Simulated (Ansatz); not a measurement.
**AlRu: single-point calculation**

AlRu (Pm-3m, 2 atoms in the cell), computed with DFT, PBE, plane waves, PAW, no spin polarisation (Ansatz 0.2.0).

The structure was made by swapping elements on the sites of another compound; it need not be a known phase. Figures and captions count atoms from 1; the log counts them from 0 in places.

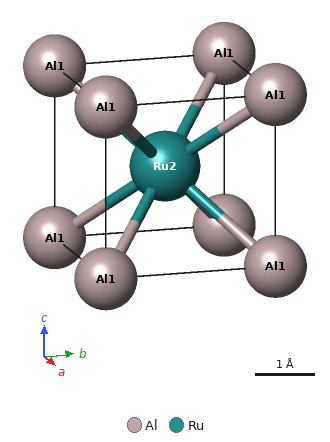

*The input geometry (ball-and-stick view of the cell of the calculation, seen slightly off an axis; atoms are numbered from 1 in the order of the input).*

Near neighbours in the crystal (not all of them lie inside the picture): Al has 8 Ru at 2.60 Å; Ru has 8 Al at 2.60 Å.

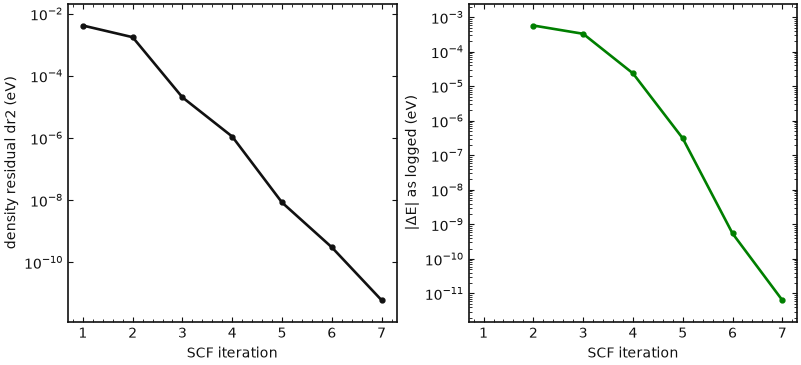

*Convergence of the self-consistent field: density residual dr2 and size of the energy change against the SCF iteration.*

The residual falls at every step.

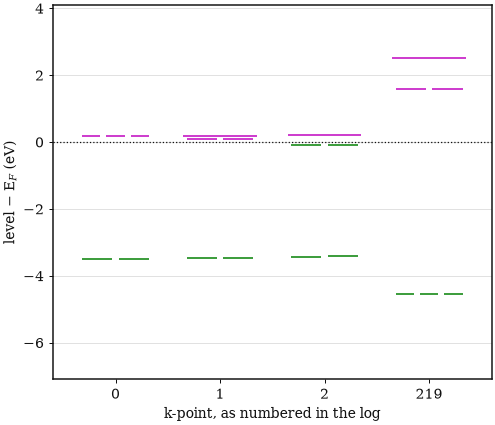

*Kohn–Sham levels near the Fermi level (dotted) at the few k-points that the log prints; levels within 0.02 eV of each other stand side by side.*

The system is metallic on the full mesh.

The input and output of the run follow.

Input:
```yaml
crystal:
  lattice:
    - [3.0034422998, 0.0, 0.0]
    - [0.0, 3.0034422998, 0.0]
    - [0.0, 0.0, 3.0034422998]
  atoms:
    - { symbol: Al, position: [0.0, 0.0, 0.0] }
    - { symbol: Ru, position: [0.5, 0.5, 0.5] }
basis:
  ecutwfc: 420
kpoints:
  mp_grid: { grid: [18, 18, 18] }
hamiltonian:
  xc: pbe
scf:
  occupations: { method: gaussian, width: 0.1 }
  convergence: { dr2_threshold: 1.0e-11 }
output:
  forces: true
  eigenvalues: true
  stress: true
```

Command:
```bash
ansatz run input.yaml --threads 1 --pin off --max-ram 2560MiB --backend cpu --events-out ev --progress --plain --runs-dir out
```

The program's output:
```
Engine: ansatz 0.2.0, x86_64-unknown-linux-gnu
Pseudopotentials: kind: paw
Pseudopotential: Al, paw, valence charge 3, recommended cutoff 420 eV (normal), Al.paw.azcp
Pseudopotential: Ru, paw, valence charge 16, recommended cutoff 420 eV (normal), Ru.paw.azcp
Functional definition: PBE
  parameter kappa = 0.804
  parameter beta = 0.06672455060314922
  exchange = pbe_x(kappa = kappa, mu = beta*pi^2/3)
  correlation = pbe_c(beta = beta)
Crystal: 2 atoms, lattice volume = 27.093 Å³
Basis set: ecut = 420 eV, 515 PW (Γ), exchange–correlation on 48×48×48 points (8 copies of the dense FFT grid, shifted against one another)
Bands: 14, of which v1, the nominal top of the filled ones, is band 10 counted from 1 (9 counted from 0)
Symmetry: 48 space group operations
Space group: Pm-3m (ITA 221), of the structure as read, at distance tolerance 3.0e-5 Å
k-points: 220 of 5832
Non-local potential: Al, projectors of the file, l = 0: 2, l = 1: 2, l = 2: 1
Non-local potential: Ru, projectors of the file, l = 0: 3, l = 1: 2, l = 2: 2, l = 3: 1
PAW form: soft (Blöchl's): semilocal exchange-correlation on the pseudo side does not see the compensation charge
PAW one-centre angular grid: Al, 110 points (default); XC on 64 Gauss nodes
PAW one-centre angular grid: Ru, 590 points (default); XC on 64 Gauss nodes
Initial density: superposition of atomic densities (neutral atoms: chi_scale 0, normalization atom), corrected by the library's trained network
Initial wavefunctions: pseudopotential atomic-orbital guess
Functional: x = pbe(κ = 0.804, μ = 0.2195149727645171), c = pbe(β = 0.06672455060314922)
SCF iter   1: F=—  HF=-6417.474121 eV  |F-HF|=—  |Δ(HF+E_count)|=         —  Δρ=3.79e-3  dr2=4.18e-3  ethr=1.77e-3  ⟨swp⟩=5.0  Hψ=16194  notcnv=0
preconditioner: auto → none  [metal: Δε(μ)=0.007 eV  Ē_g=8.772 eV  σ=0.100 eV  W_gap=0.04  n_scr=6 (ndim 8)  ℏωp=23.7 eV  f_vac=0.000  D(μ)=1.48/eV (n_scr^D=18)  sad-step TF]
SCF iter   2: F=—  HF=-6417.473548 eV  |F-HF|=—  |Δ(HF+E_count)|=   5.73e-4  Δρ=2.30e-3  dr2=1.76e-3  ethr=2.20e-5  ⟨swp⟩=2.0  Hψ=5089  notcnv=0
SCF iter   3: F=—  HF=-6417.473217 eV  |F-HF|=—  |Δ(HF+E_count)|=   3.30e-4  Δρ=3.05e-4  dr2=2.03e-5  ethr=9.29e-6  ⟨swp⟩=2.0  Hψ=3878  notcnv=0
SCF iter   4: F=—  HF=-6417.473194 eV  |F-HF|=—  |Δ(HF+E_count)|=   2.36e-5  Δρ=9.26e-5  dr2=1.11e-6  ethr=1.07e-7  ⟨swp⟩=2.1  Hψ=4024  notcnv=0
SCF iter   5: F=—  HF=-6417.473194 eV  |F-HF|=—  |Δ(HF+E_count)|=   3.10e-7  Δρ=1.11e-5  dr2=8.37e-9  ethr=5.82e-9  ⟨swp⟩=2.3  Hψ=5054  notcnv=0
SCF iter   6: F=—  HF=-6417.473194 eV  |F-HF|=—  |Δ(HF+E_count)|=  5.46e-10  Δρ=2.52e-6  dr2=3.02e-10  ethr=4.41e-11  ⟨swp⟩=2.4  Hψ=4342  notcnv=0
SCF iter   7: F=-6417.473194 eV  HF=-6417.473194 eV  |F-HF|=0.00e0  |Δ(HF+E_count)|=  6.37e-12  Δρ=3.71e-7  dr2=5.97e-12  ethr=1.00e-12  ⟨swp⟩=4.5  Hψ=14874  notcnv=0
SCF 1 converged in 7 iterations: F = -6417.473194 eV  dr2 = 5.97e-12
  greatest PAW one-centre occupation: 0.998 electrons in one spin orbital (limit 2), on the Ru atom at site 1 (counted from 0), in its partial waves of l = 0
SCF converged after 7 iterations
Free energy (F): -6417.473194 eV
Harris-Foulkes:  -6417.473194 eV  (|F-HF|=0.00e0)
Internal energy: -6417.465729 eV  (E = F + TS)
E sigma→0 (E₀):  -6417.469462 eV
Entropy (-TS):   -0.007465 eV (-3.733 meV/atom)
Fermi energy:    15.878336 eV
--- Per-component energies (eV) ---
  E_band       = -123.807769
  E_kinetic    = 542.634680
  E_local      = -1809.289870  (includes V_loc(G=0)·N_el)
  E_nonlocal   = 354.537838
  E_hartree    = 642.772428
  E_xc         = -231.998372
  E_vxc        = -270.424136  (∫ρ·V_xc dr)
  E_paw        = -3929.163895  (= ΣΔE_a)
  E_vpaw       = -226.811024  (= ΣTr[D̂ρ^β])
  E_aug_tail   = -0.000170  (compensation charges beyond the density's cutoff)
  E_ewald      = -1986.958367
  E_smearing   = -0.007465  (= −TS)
  E_closure    = 0.000000  (closes the sum)
  Σ components = -6417.473194   (vs F -6417.473194, Δ=0.00e0)
--- Forces (eV/Å), atoms counted from 1 ---
  atom   1  Al    -0.00000000     0.00000000     0.00000000
  atom   2  Ru     0.00000000     0.00000000     0.00000000
  max |Σ_I F_I| component: 1.45e-29 eV/Å
--- Stress (GPa, compression-positive) ---
        0.047230       0.000000       0.000000
        0.000000       0.047230       0.000000
        0.000000       0.000000       0.047230
  P = ⅓ Tr σ = 0.0472 GPa (0.472 kbar)
--- Band table (eV; the first three rows and the last of 220) ---
  k-point 0: bands = ["-55.9104", "-25.8622", "-25.8622", "-25.8622", "6.2948", "12.3817", "12.3817", "16.0570", "16.0570", "16.0570", "21.9107", "21.9107", "21.9107", "26.7466"]
  k-point 1: bands = ["-55.9099", "-25.8683", "-25.8617", "-25.8617", "6.3535", "12.4023", "12.4023", "15.9825", "15.9825", "16.0642", "21.6057", "22.0300", "22.0300", "26.6147"]
  k-point 2: bands = ["-55.9086", "-25.8858", "-25.8602", "-25.8602", "6.5278", "12.4541", "12.4626", "15.7809", "15.7809", "16.0850", "20.8853", "22.3659", "22.3659", "26.2515"]
  k-point 219: bands = ["-55.8668", "-26.0155", "-26.0155", "-26.0155", "11.3220", "11.3220", "11.3220", "17.4804", "17.4804", "18.3968", "19.9879", "19.9879", "19.9879", "24.3083"]
```

Key numbers:

- outcome: converged
- space group (tolerance 0.01 Å): Pm-3m (221)
- electrons treated: 19
- free energy: −6417.4732 eV
- Fermi energy: 15.878 eV
- gap on the k-point mesh: none (metallic)
- pressure: 0.05 GPa
- largest force (length of the vector): under 0.001 eV/Å
- hardware: 1 thread of Intel Xeon (Granite Rapids), 192 GiB of memory available, shared host
- wall time: 2.2 s
- peak memory: 0.38 GiB

Remarks:

Settings chosen away from the usual ones: scf.convergence.dr2_threshold set to 1e-11.
